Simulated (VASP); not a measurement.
**Geometry relaxation of MgO (part 1 of 2)**

- system: MgO (Fm-3m, 2 atoms in the cell)
- method: Kohn-Sham DFT of a periodic cell, PBE, VASP PAW PBE potentials, recommended, no spin polarisation (VASP 6.6.1)

The structure derives from an entry of the Crystallography Open Database.

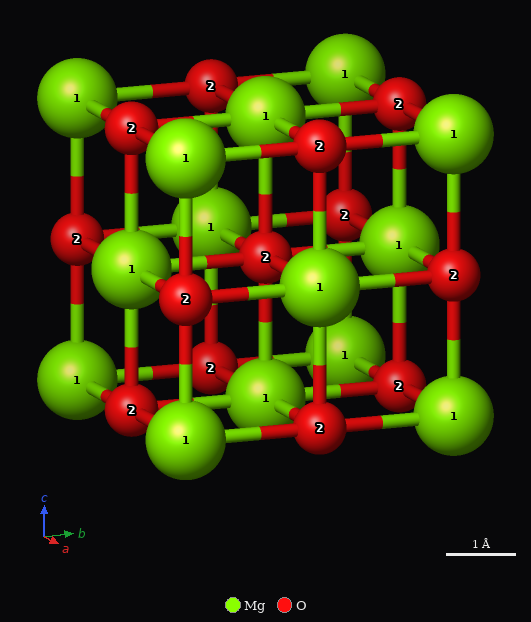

Fig. 1: The input geometry (ball-and-stick view of the cell 4 times as large as that of the calculation, set on its symmetry axes, seen slightly off an axis; atoms are numbered from 1 in the order of the input). An atom can appear more than once, as a periodic image. Near neighbours in the periodic cell (some may lie outside the picture): Mg has 6 O at 2.11 Å; O has 6 Mg at 2.11 Å.

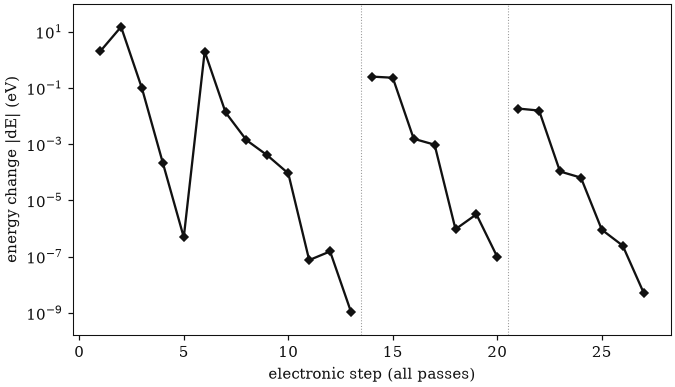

Fig. 2: Convergence of the self-consistent field: energy change |dE| against the electronic step. Each stretch between dotted lines is the SCF of one geometry step of a relaxation. The 3 ionic steps take 7 to 13 electronic steps each. The density is held fixed in the first few steps, and dE rises again when its update begins.

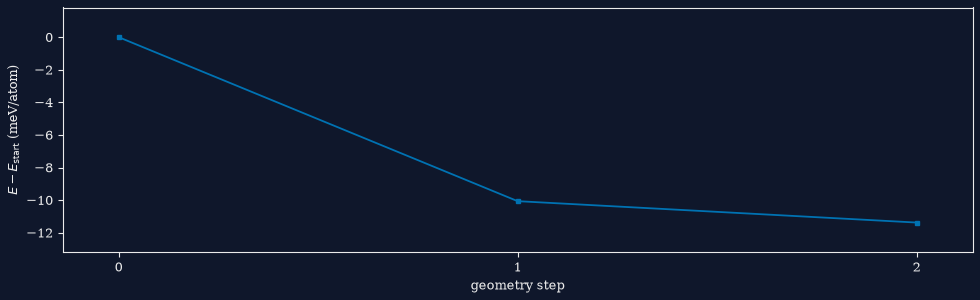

Fig. 3: Progress of the relaxation, step by step (steps are counted from 0).

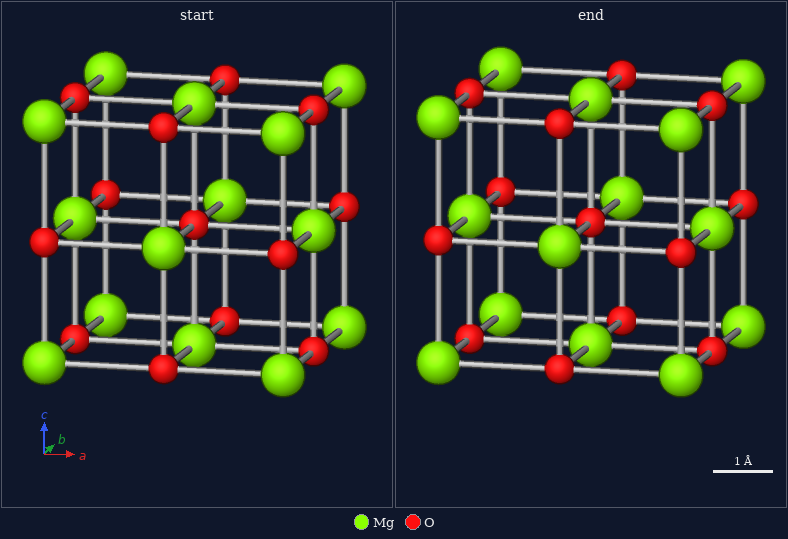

Fig. 4: Before (left) and after (right) the relaxation, at one scale (ball-and-stick view of the cell 4 times as large as that of the calculation, set on its symmetry axes, seen slightly off an axis). No atom moves by more than 0.005 Å relative to the cell. The volume changes by +5.1 %, with a = b = c 4.217 → 4.287 Å (+1.7 %). Among the contacts that change: Mg1–O2 2.108 → 2.144 Å. The space group stays Fm-3m (No. 225). Over 2 geometry steps the energy falls by 11.4 meV per atom. All forces vanish by symmetry, so only the cell relaxes. (Atoms are counted from 1 in the order of the input.)

The input that produced these results follows, with the program's output.

## INCAR
```
PREC = Accurate
ENCUT = 520
EDIFF = 1E-7
ISMEAR = 0
SIGMA = 0.02
LREAL = False
LASPH = True
NELM = 60
ALGO = Normal
ISIF = 3
LWAVE = False
LCHARG = False
GGA = PE
IBRION = 2
NSW = 80
EDIFFG = -0.002
```

## KPOINTS
```
Automatic mesh
0
Gamma
  2 2 2
```

## POSCAR
```
MgO
1.0
    0.0000000000      2.1085000000      2.1085000000
    2.1085000000      0.0000000000      2.1085000000
    2.1085000000      2.1085000000      0.0000000000
Mg O
1 1
Direct
    0.0000000000      0.0000000000      0.0000000000
    0.5000000000      0.5000000000      0.5000000000
```

Run as:
```bash
cat potpaw_PBE.64/Mg/POTCAR potpaw_PBE.64/O/POTCAR > POTCAR
mpirun -np 1 vasp_std > vasp.out
```

## OSZICAR
```
N       E                     dE             d eps       ncg     rms          rms(c)
DAV:   1     0.199602892192E+01    0.19960E+01   -0.50180E+03    64   0.889E+02
DAV:   2    -0.129257831275E+02   -0.14922E+02   -0.14922E+02    64   0.112E+02
DAV:   3    -0.130226336801E+02   -0.96851E-01   -0.96851E-01    48   0.893E+00
DAV:   4    -0.130228480584E+02   -0.21438E-03   -0.21438E-03    64   0.468E-01
DAV:   5    -0.130228485494E+02   -0.49098E-06   -0.49098E-06    56   0.192E-02    0.795E+00
DAV:   6    -0.110465286833E+02    0.19763E+01   -0.11020E+01    48   0.244E+01    0.239E+00
DAV:   7    -0.110330343444E+02    0.13494E-01   -0.52108E-02    48   0.251E+00    0.148E+00
DAV:   8    -0.110344288189E+02   -0.13945E-02   -0.30406E-02    48   0.249E+00    0.113E-01
DAV:   9    -0.110348297977E+02   -0.40098E-03   -0.59769E-04    56   0.212E-01    0.558E-02
DAV:  10    -0.110349217720E+02   -0.91974E-04   -0.13428E-04    48   0.104E-01    0.500E-03
DAV:  11    -0.110349216961E+02    0.75886E-07   -0.18045E-06    56   0.153E-02    0.229E-03
DAV:  12    -0.110349218507E+02   -0.15455E-06   -0.13980E-07    48   0.479E-03    0.272E-04
DAV:  13    -0.110349218496E+02    0.10962E-08   -0.17256E-08    24   0.105E-03
   1 F= -.11034922E+02 E0= -.11034922E+02  d E =-.110349E+02
       N       E                     dE             d eps       ncg     rms          rms(c)
DAV:   1    -0.112886413835E+02   -0.25372E+00   -0.50934E+00    48   0.228E+01    0.359E+00
DAV:   2    -0.110575789518E+02    0.23106E+00   -0.14565E+00    48   0.917E+00    0.337E-01
DAV:   3    -0.110560144300E+02    0.15645E-02   -0.65904E-03    48   0.105E+00    0.187E-01
DAV:   4    -0.110550517402E+02    0.96269E-03   -0.91564E-04    48   0.339E-01    0.269E-02
DAV:   5    -0.110550526917E+02   -0.95153E-06   -0.60814E-05    48   0.599E-02    0.119E-02
DAV:   6    -0.110550494700E+02    0.32218E-05   -0.45558E-06    48   0.147E-02    0.918E-04
DAV:   7    -0.110550495677E+02   -0.97704E-07   -0.42548E-08    32   0.216E-03
   2 F= -.11055050E+02 E0= -.11055050E+02  d E =-.201277E-01
       N       E                     dE             d eps       ncg     rms          rms(c)
DAV:   1    -0.110735900533E+02   -0.18541E-01   -0.34959E-01    48   0.608E+00    0.938E-01
DAV:   2    -0.110578474621E+02    0.15743E-01   -0.98903E-02    48   0.238E+00    0.976E-02
DAV:   3    -0.110577401178E+02    0.10734E-03   -0.51243E-04    48   0.280E-01    0.535E-02
DAV:   4    -0.110576751961E+02    0.64922E-04   -0.62180E-05    48   0.863E-02    0.754E-03
DAV:   5    -0.110576761074E+02   -0.91129E-06   -0.38464E-06    48   0.154E-02    0.317E-03
DAV:   6    -0.110576763552E+02   -0.24784E-06   -0.20389E-07    24   0.330E-03    0.129E-04
DAV:   7    -0.110576763500E+02    0.52717E-08   -0.83304E-09    24   0.116E-03
   3 F= -.11057676E+02 E0= -.11057676E+02  d E =-.227545E-01
```

## Parts of OUTCAR
```
PREC = Accurate
   ENCUT = 520
   EDIFF = 1E-7
   ISMEAR = 0
   LREAL = False
   LASPH = True
   NELM = 60
   ISIF = 3
   GGA = PE
   IBRION = 2
   NSW = 80
   EDIFFG = -0.002

 ion  position               nearest neighbor table
   1  0.000  0.000  0.000-   2 2.11   2 2.11   2 2.11   2 2.11   2 2.11   2 2.11
   2  0.500  0.500  0.500-   1 2.11   1 2.11   1 2.11   1 2.11   1 2.11   1 2.11

  LATTYP: Found a face centered cubic cell.
 ALAT       =     4.2170000000

  Lattice vectors:

 A1 = (   0.0000000000,   2.1085000000,   2.1085000000)
 A2 = (   2.1085000000,   0.0000000000,   2.1085000000)
 A3 = (   2.1085000000,   2.1085000000,   0.0000000000)

Analysis of symmetry for initial positions (statically):
=====================================================================
 Subroutine PRICEL returns:
 Original cell was already a primitive cell.

 Routine SETGRP: Setting up the symmetry group for a
 face centered cubic supercell.

 Subroutine GETGRP returns: Found 48 space group operations
 (whereof 48 operations were pure point group operations)
 out of a pool of 48 trial point group operations.

The static configuration has the point symmetry O_h .

Analysis of symmetry for dynamics (positions and initial velocities):
=====================================================================
 Subroutine PRICEL returns:
 Original cell was already a primitive cell.

 Routine SETGRP: Setting up the symmetry group for a
 face centered cubic supercell.

 Subroutine GETGRP returns: Found 48 space group operations
 (whereof 48 operations were pure point group operations)
 out of a pool of 48 trial point group operations.

The dynamic configuration has the point symmetry O_h .

 Subroutine INISYM returns: Found 48 space group operations
 (whereof 48 operations are pure point group operations),
 and found     1 'primitive' translations

----------------------------------------------------------------------------------------

                                     Primitive cell

  volume of cell :      18.7478

  direct lattice vectors                    reciprocal lattice vectors
     0.000000000  2.108500000  2.108500000    -0.237135404  0.237135404  0.237135404
     2.108500000  0.000000000  2.108500000     0.237135404 -0.237135404  0.237135404
     2.108500000  2.108500000  0.000000000     0.237135404  0.237135404 -0.237135404

  length of vectors
     2.981869296  2.981869296  2.981869296     0.410730569  0.410730569  0.410730569

  position of ions in fractional coordinates (direct lattice)
     0.000000000  0.000000000  0.000000000
     0.500000000  0.500000000  0.500000000

  ion indices of the primitive-cell ions
   primitive index   ion index
                 1           1
                 2           2

----------------------------------------------------------------------------------------

 KPOINTS: Automatic mesh

Automatic generation of k-mesh.
 Grid dimensions read from file:
 generate k-points for:    2    2    2

 Generating k-lattice:

  Cartesian coordinates                     Fractional coordinates (reciprocal lattice)
    -0.118567702  0.118567702  0.118567702     0.500000000  0.000000000  0.000000000
     0.118567702 -0.118567702  0.118567702     0.000000000  0.500000000  0.000000000
     0.118567702  0.118567702 -0.118567702     0.000000000  0.000000000  0.500000000

  Length of vectors
     0.205365284  0.205365284  0.205365284

  Shift w.r.t. Gamma in fractional coordinates (k-lattice)
     0.000000000  0.000000000  0.000000000

 Subroutine IBZKPT returns following result:
 ===========================================

 Found      3 irreducible k-points:

 Following reciprocal coordinates:
            Coordinates               Weight
  0.000000  0.000000  0.000000      1.000000
  0.500000  0.000000  0.000000      4.000000
  0.500000  0.500000  0.000000      3.000000
```
